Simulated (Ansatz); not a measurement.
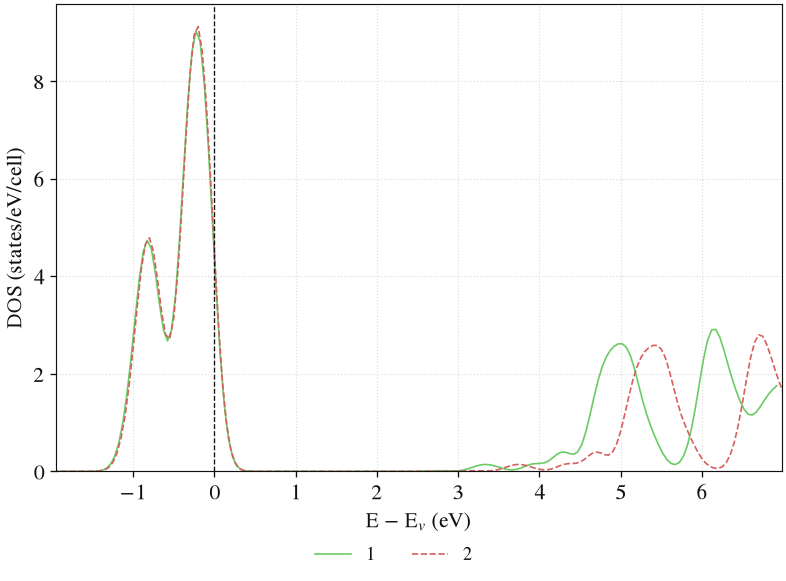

Total densities of states of CaO, space group F-43m (No. 216), 2 atoms in the cell, zincblende type, hydrostatic strain +5.6%, by two methods on the same cell. The curves are built from the levels of the k mesh with Gaussians 0.3 eV wide, which also blur the band edges. Each is counted from its own valence-band top.

### Which curve is which? The methods: PBE, r2SCAN.

1 is PBE; 2 is r2SCAN. PBE gives a gap of 2.78 eV and r2SCAN gives a gap of 3.19 eV.

Settings. PBE: DFT, PBE, plane waves, PAW, no spin polarisation, 8×8×8 k mesh, 420 eV cutoff (Ansatz). r2SCAN: DFT, r2SCAN, plane waves, PAW, no spin polarisation, 8×8×8 k mesh, 500 eV cutoff (Ansatz).
